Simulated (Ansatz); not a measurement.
## Ti3Al: geometry relaxation (part 1 of 2)

- system: Ti3Al (P6₃/mmc, 8 atoms in the cell)
- method: DFT PBE, scalar-relativistic, plane waves, PAW, no spin polarisation (Ansatz 0.2.0)

The structure derives from an entry of the Crystallography Open Database.

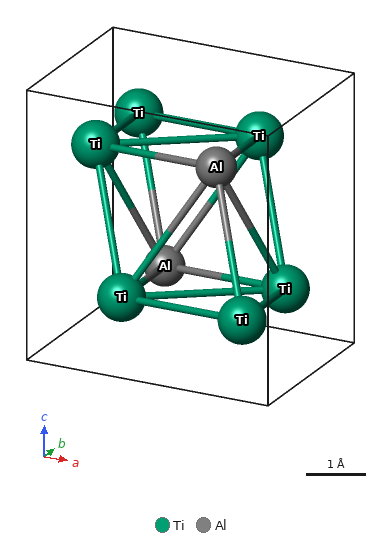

**Figure 1.** The starting structure (ball-and-stick view of the cell of the calculation, seen slightly off an axis).

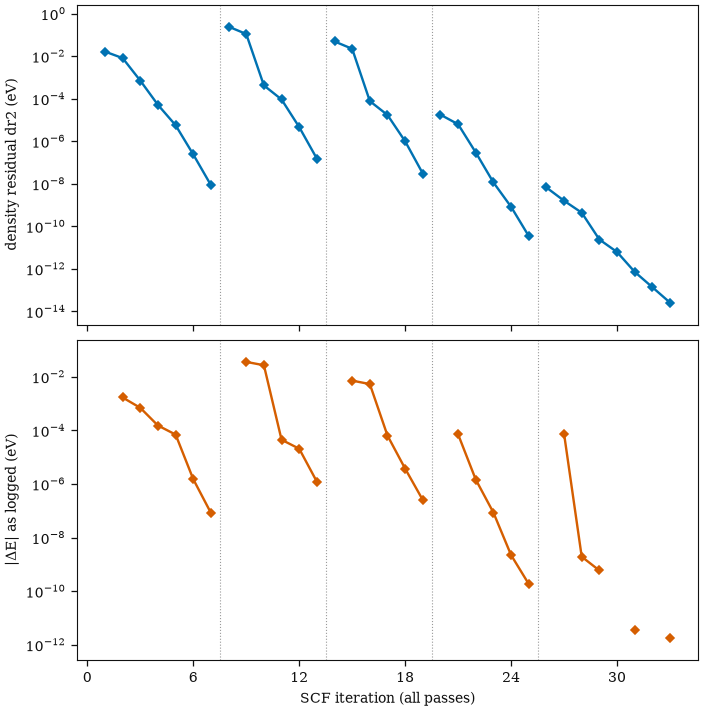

**Figure 2.** Convergence of the self-consistent field: density residual dr2 and size of the energy change against the SCF iteration. The dotted lines part the SCF passes of the relaxation: geometry steps, rejected trials and re-solves on a re-selected basis. The 5 passes take 6 to 8 iterations each, 33 in all.

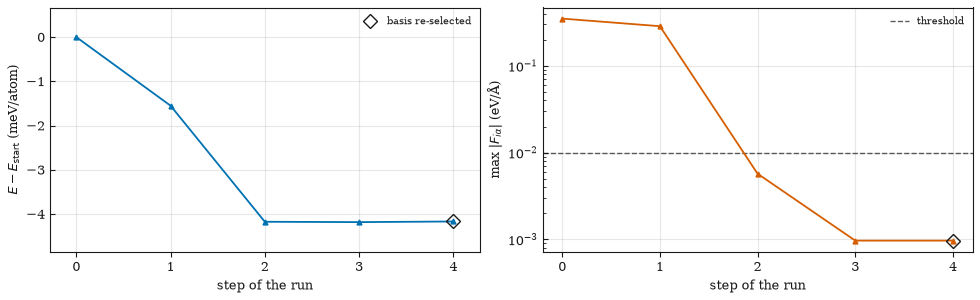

**Figure 3.** Progress of the relaxation, step by step (the first geometry is step 0 here and step 1 in the log).

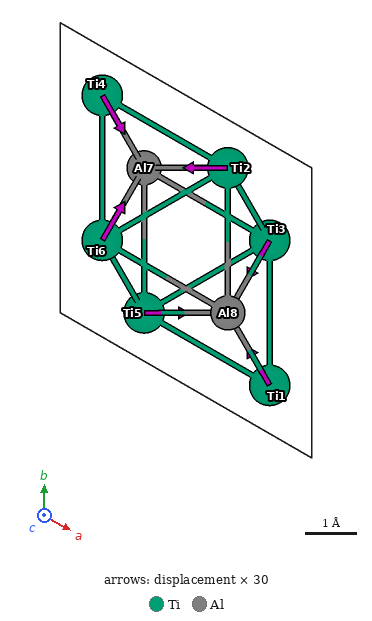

**Figure 4.** The starting structure with the displacements (without the part carried along by the change of the cell) as pink arrows, magnified 30 times (ball-and-stick view of the cell of the calculation, along the c axis). Over 3 geometry steps the energy falls by 4.2 meV per atom. Largest force component: 0.35 eV/Å at the start, 0.00097 eV/Å at the end. Pressure: −0.43 GPa at the start and 0.03 GPa at the end. The largest moves relative to the cell, 0.030 Å, are those of Ti1, Ti2, Ti3, Ti4, Ti5 and Ti6. Al stays in place. The drawn cell changes as follows: a = b 5.764 → 5.755 Å (−0.2 %), c 4.664 → 4.654 Å (−0.2 %); the volume changes by −0.5 %. Among the contacts that change: Ti1–Ti3 2.881 → 2.824 Å, Ti1–Al8 2.865 → 2.842 Å, Ti1–Ti2 2.865 → 2.877 Å, Ti1–Al7 2.882 → 2.878 Å. The space group stays P6_3/mmc (No. 194). A last SCF at the same geometry on a re-selected plane-wave basis shifts the energy by +0.0 meV per atom. (Atoms are counted from 1 in the order of the input.)

These pictures come from the run below.

Input file:
```yaml
crystal:
  lattice:
    - [5.764, 0.0, 0.0]
    - [-2.882, 4.9917704274, 0.0]
    - [0.0, 0.0, 4.664]
  atoms:
    - { symbol: Ti, position: [0.8333, 0.1667, 0.25] }
    - { symbol: Ti, position: [0.6666, 0.8333, 0.75] }
    - { symbol: Ti, position: [0.8333, 0.6666, 0.25] }
    - { symbol: Ti, position: [0.1667, 0.8333, 0.75] }
    - { symbol: Ti, position: [0.3334, 0.1667, 0.25] }
    - { symbol: Ti, position: [0.1667, 0.3334, 0.75] }
    - { symbol: Al, position: [0.3333333333, 0.6666666667, 0.25] }
    - { symbol: Al, position: [0.6666666667, 0.3333333333, 0.75] }
basis:
  ecutwfc: 420
kpoints:
  mp_grid: { grid: [9, 9, 8] }
hamiltonian:
  xc: pbe
scf:
  occupations: { method: gaussian, width: 0.1 }
output:
  forces: true
  stress: true
  eigenvalues: true
relax:
  adjacent_minimum: "off"
  f_tol: 0.01
  max_steps: 80
  cell: { stress_tol: 0.05 }
```

Run as:
```bash
ansatz run input.yaml --threads 4 --pin off --max-ram 9216MiB --backend cpu --events-out ev --progress --plain --runs-dir out
```

Log:
```
Engine: ansatz 0.2.0, aarch64-unknown-linux-gnu
Pseudopotentials: kind: paw
Pseudopotential: Ti, paw, valence charge 12, recommended cutoff 420 eV (normal), Ti.paw.azcp
Pseudopotential: Al, paw, valence charge 3, recommended cutoff 420 eV (normal), Al.paw.azcp
Functional definition: PBE
  parameter kappa = 0.804
  parameter beta = 0.06672455060314922
  exchange = pbe_x(kappa = kappa, mu = beta*pi^2/3)
  correlation = pbe_c(beta = beta)
Crystal: 8 atoms, lattice volume = 134.195 Å³
Basis set: ecut = 420 eV, 2667 PW (Γ), exchange–correlation on 80×80×64 points (8 copies of the dense FFT grid, shifted against one another)
Bands: 47, of which v1, the nominal top of the filled ones, is band 39 counted from 1 (38 counted from 0)
Symmetry: 24 space group operations
Space group: P63/mmc (ITA 194), of the structure as read, at distance tolerance 5.1e-5 Å
k-points: 60 of 648
Non-local potential: Ti, projectors of the file, l = 0: 3, l = 1: 2, l = 2: 3, l = 3: 1
Non-local potential: Al, projectors of the file, l = 0: 2, l = 1: 2, l = 2: 1
PAW form: soft (Blöchl's): semilocal exchange-correlation on the pseudo side does not see the compensation charge
PAW one-centre angular grid: Ti, 590 points (default); XC on 64 Gauss nodes
PAW one-centre angular grid: Al, 110 points (default); XC on 64 Gauss nodes
Initial density: superposition of atomic densities (neutral atoms: chi_scale 0, normalization atom), corrected by the library's trained network
Initial wavefunctions: pseudopotential atomic-orbital guess
Functional: x = pbe(κ = 0.804, μ = 0.2195149727645171), c = pbe(β = 0.06672455060314922)
SCF iter   1: F=—  HF=-16075.230363 eV  |F-HF|=—  |Δ(HF+E_count)|=         —  Δρ=4.49e-3  dr2=1.65e-2  ethr=1.77e-3  ⟨swp⟩=6.7  Hψ=11488  notcnv=0
preconditioner: auto → Kerker (q_TF=auto, 2.492 Å⁻¹)  [metal: Δε(μ)=0.031 eV  Ē_g=2.943 eV  σ=0.100 eV  W_gap=0.17  n_scr=26 (ndim 8)  ℏωp=17.6 eV  f_vac=0.000  D(μ)=5.24/eV (n_scr^D=44)]
SCF iter   2: F=—  HF=-16075.228669 eV  |F-HF|=—  |Δ(HF+E_count)|=   1.69e-3  Δρ=2.72e-3  dr2=8.16e-3  ethr=2.11e-5  ⟨swp⟩=1.9  Hψ=3612  notcnv=0
SCF iter   3: F=—  HF=-16075.227974 eV  |F-HF|=—  |Δ(HF+E_count)|=   6.94e-4  Δρ=6.86e-4  dr2=7.11e-4  ethr=1.05e-5  ⟨swp⟩=2.0  Hψ=3476  notcnv=0
SCF iter   4: F=—  HF=-16075.227822 eV  |F-HF|=—  |Δ(HF+E_count)|=   1.52e-4  Δρ=1.69e-4  dr2=5.15e-5  ethr=9.11e-7  ⟨swp⟩=2.6  Hψ=4429  notcnv=0
SCF iter   5: F=—  HF=-16075.227892 eV  |F-HF|=—  |Δ(HF+E_count)|=   6.99e-5  Δρ=5.59e-5  dr2=5.67e-6  ethr=6.60e-8  ⟨swp⟩=2.0  Hψ=3484  notcnv=0
SCF iter   6: F=—  HF=-16075.227891 eV  |F-HF|=—  |Δ(HF+E_count)|=   1.51e-6  Δρ=1.26e-5  dr2=2.40e-7  ethr=7.27e-9  ⟨swp⟩=2.0  Hψ=3631  notcnv=0
SCF iter   7: F=-16075.227890 eV  HF=-16075.227890 eV  |F-HF|=4.43e-9  |Δ(HF+E_count)|=   8.33e-8  Δρ=2.83e-6  dr2=8.69e-9  ethr=1.28e-10  ⟨swp⟩=9.8  Hψ=10530  notcnv=0
SCF 1 converged in 7 iterations: F = -16075.227890 eV  dr2 = 8.69e-9
  greatest PAW one-centre occupation: 0.999 electrons in one spin orbital (limit 2), on the Ti atom at site 4 (counted from 0), in its partial waves of l = 0
relax step   1: F+E_penalty+E_count = -16075.22789043 eV  Δ(F+E_penalty+E_count) = +0.000e0 eV  max|allowed force component| = 3.504e-1 eV/Å  Δτ_max = 0.0000 Å  P = -0.431 GPa  Ω = 134.195 Å³  (7 SCF iters, dr2 threshold 1.00e-7 eV, accepted)
Crystal: 8 atoms, lattice volume = 133.150 Å³
Basis set: ecut = 420 eV, 2619 PW (Γ), exchange–correlation on 80×80×64 points (8 copies of the dense FFT grid, shifted against one another)
Initial density: handed on by an earlier stage of this run
Initial wavefunctions: those handed on with the density
iter 1 solved again at ethr=3.11e-4 eV; its pass at ethr=3.10e-3 eV (dr2=2.42e-1 eV) is discarded
SCF iter   1: F=—  HF=-16075.303286 eV  |F-HF|=—  |Δ(HF+E_count)|=         —  Δρ=7.97e-3  dr2=2.46e-1  ethr=3.11e-4  ⟨swp⟩=1.0  Hψ=12094  notcnv=0
preconditioner: auto → Kerker (q_TF=auto, 2.496 Å⁻¹)  [metal: Δε(μ)=0.016 eV  Ē_g=2.994 eV  σ=0.100 eV  W_gap=0.09  n_scr=26 (ndim 8)  ℏωp=17.6 eV  f_vac=0.000  D(μ)=4.91/eV (n_scr^D=44)]
SCF iter   2: F=—  HF=-16075.267274 eV  |F-HF|=—  |Δ(HF+E_count)|=   3.60e-2  Δρ=4.85e-3  dr2=1.11e-1  ethr=3.11e-4  ⟨swp⟩=1.1  Hψ=2825  notcnv=0
SCF iter   3: F=—  HF=-16075.240273 eV  |F-HF|=—  |Δ(HF+E_count)|=   2.70e-2  Δρ=7.00e-4  dr2=4.23e-4  ethr=1.43e-4  ⟨swp⟩=2.0  Hψ=3966  notcnv=0
SCF iter   4: F=—  HF=-16075.240318 eV  |F-HF|=—  |Δ(HF+E_count)|=   4.48e-5  Δρ=2.20e-4  dr2=9.26e-5  ethr=5.42e-7  ⟨swp⟩=2.0  Hψ=4016  notcnv=0
SCF iter   5: F=—  HF=-16075.240298 eV  |F-HF|=—  |Δ(HF+E_count)|=   2.07e-5  Δρ=4.92e-5  dr2=4.66e-6  ethr=1.19e-7  ⟨swp⟩=2.0  Hψ=3597  notcnv=0
SCF iter   6: F=-16075.240296 eV  HF=-16075.240296 eV  |F-HF|=7.59e-8  |Δ(HF+E_count)|=   1.22e-6  Δρ=1.13e-5  dr2=1.53e-7  ethr=1.03e-9  ⟨swp⟩=7.3  Hψ=11285  notcnv=0
SCF 2 converged in 6 iterations: F = -16075.240296 eV  dr2 = 1.53e-7
relax step   2: F+E_penalty+E_count = -16075.24029634 eV  Δ(F+E_penalty+E_count) = -1.241e-2 eV  max|allowed force component| = 2.864e-1 eV/Å  Δτ_max = 0.0546 Å  P = +0.400 GPa  Ω = 133.150 Å³  energy of the carried Pulay correction = +1.858e-4 eV  (6 SCF iters, dr2 threshold 8.00e-7 eV, accepted)
Crystal: 8 atoms, lattice volume = 133.655 Å³
iter 1 solved again at ethr=6.31e-5 eV; its pass at ethr=3.10e-3 eV (dr2=4.92e-2 eV) is discarded
SCF iter   1: F=—  HF=-16075.273784 eV  |F-HF|=—  |Δ(HF+E_count)|=         —  Δρ=3.58e-3  dr2=4.96e-2  ethr=6.31e-5  ⟨swp⟩=1.0  Hψ=11062  notcnv=0
preconditioner: auto → Kerker (q_TF=auto, 2.494 Å⁻¹)  [metal: Δε(μ)=0.019 eV  Ē_g=2.944 eV  σ=0.100 eV  W_gap=0.11  n_scr=26 (ndim 8)  ℏωp=17.6 eV  f_vac=0.000  D(μ)=5.12/eV (n_scr^D=44)]
SCF iter   2: F=—  HF=-16075.266581 eV  |F-HF|=—  |Δ(HF+E_count)|=   7.20e-3  Δρ=2.17e-3  dr2=2.23e-2  ethr=6.31e-5  ⟨swp⟩=1.1  Hψ=2826  notcnv=0
SCF iter   3: F=—  HF=-16075.261227 eV  |F-HF|=—  |Δ(HF+E_count)|=   5.35e-3  Δρ=3.12e-4  dr2=7.74e-5  ethr=2.86e-5  ⟨swp⟩=2.0  Hψ=3723  notcnv=0
SCF iter   4: F=—  HF=-16075.261291 eV  |F-HF|=—  |Δ(HF+E_count)|=   6.40e-5  Δρ=1.01e-4  dr2=1.72e-5  ethr=9.92e-8  ⟨swp⟩=2.4  Hψ=4409  notcnv=0
SCF iter   5: F=—  HF=-16075.261287 eV  |F-HF|=—  |Δ(HF+E_count)|=   3.74e-6  Δρ=2.23e-5  dr2=1.00e-6  ethr=2.21e-8  ⟨swp⟩=2.0  Hψ=3623  notcnv=0
SCF iter   6: F=-16075.261287 eV  HF=-16075.261287 eV  |F-HF|=1.75e-8  |Δ(HF+E_count)|=   2.53e-7  Δρ=5.29e-6  dr2=3.05e-8  ethr=1.03e-9  ⟨swp⟩=6.8  Hψ=10711  notcnv=0
SCF 3 converged in 6 iterations: F = -16075.261287 eV  dr2 = 3.05e-8
  greatest PAW one-centre occupation: 0.999 electrons in one spin orbital (limit 2), on the Ti atom at site 5 (counted from 0), in its partial waves of l = 0
relax step   3: F+E_penalty+E_count = -16075.26128665 eV  Δ(F+E_penalty+E_count) = -2.099e-2 eV  max|allowed force component| = 5.721e-3 eV/Å  Δτ_max = 0.0245 Å  P = -0.095 GPa  Ω = 133.655 Å³  energy of the carried Pulay correction = +9.577e-5 eV  (6 SCF iters, dr2 threshold 8.00e-7 eV, accepted)
Crystal: 8 atoms, lattice volume = 133.513 Å³
iter 1 solved again at ethr=2.04e-8 eV; its pass at ethr=3.10e-3 eV (dr2=1.59e-5 eV) is discarded
SCF iter   1: F=—  HF=-16075.261281 eV  |F-HF|=—  |Δ(HF+E_count)|=         —  Δρ=7.65e-5  dr2=1.78e-5  ethr=2.04e-8  ⟨swp⟩=2.0  Hψ=13210  notcnv=0
preconditioner: auto → Kerker (q_TF=auto, 2.495 Å⁻¹)  [metal: Δε(μ)=0.012 eV  Ē_g=2.957 eV  σ=0.100 eV  W_gap=0.07  n_scr=26 (ndim 8)  ℏωp=17.6 eV  f_vac=0.000  D(μ)=5.07/eV (n_scr^D=44)]
SCF iter   2: F=—  HF=-16075.261352 eV  |F-HF|=—  |Δ(HF+E_count)|=   7.10e-5  Δρ=4.20e-5  dr2=6.32e-6  ethr=2.04e-8  ⟨swp⟩=2.0  Hψ=3156  notcnv=0
SCF iter   3: F=—  HF=-16075.261351 eV  |F-HF|=—  |Δ(HF+E_count)|=   1.46e-6  Δρ=9.60e-6  dr2=2.97e-7  ethr=8.10e-9  ⟨swp⟩=2.0  Hψ=3604  notcnv=0
iter 4 did not close the SCF: its close was put off for the readings that it lacked (scf_convergence_deferred on its scf_iter line)
SCF iter   4: F=-16075.261351 eV  HF=-16075.261351 eV  |F-HF|=6.70e-9  |Δ(HF+E_count)|=   8.57e-8  Δρ=2.54e-6  dr2=1.16e-8  ethr=3.81e-10  ⟨swp⟩=2.0  Hψ=3660  notcnv=0
iter 5 did not close the SCF: its close was put off for the readings that it lacked (scf_convergence_deferred on its scf_iter line)
SCF iter   5: F=-16075.261351 eV  HF=-16075.261351 eV  |F-HF|=4.27e-10  |Δ(HF+E_count)|=   2.23e-9  Δρ=7.92e-7  dr2=8.31e-10  ethr=1.48e-11  ⟨swp⟩=2.2  Hψ=4038  notcnv=0
SCF iter   6: F=-16075.261351 eV  HF=-16075.261351 eV  |F-HF|=1.09e-11  |Δ(HF+E_count)|=  1.86e-10  Δρ=1.65e-7  dr2=3.50e-11  ethr=1.07e-12  ⟨swp⟩=1.0  Hψ=7927  notcnv=0
SCF 4 converged in 6 iterations: F = -16075.261351 eV  dr2 = 3.50e-11
relax step   4: F+E_penalty+E_count = -16075.26135087 eV  Δ(F+E_penalty+E_count) = -6.423e-5 eV  max|allowed force component| = 9.705e-4 eV/Å  Δτ_max = 0.0004 Å  P = +0.026 GPa  Ω = 133.513 Å³  energy of the carried Pulay correction = +1.211e-4 eV  (6 SCF iters, dr2 threshold 2.28e-8 eV, accepted)
Initial wavefunctions: pseudopotential atomic-orbital guess (no wavefunctions were taken with the density)
iter 1 solved again at ethr=1.02e-6 eV; its pass at ethr=3.10e-3 eV (dr2=7.99e-4 eV) is discarded
```
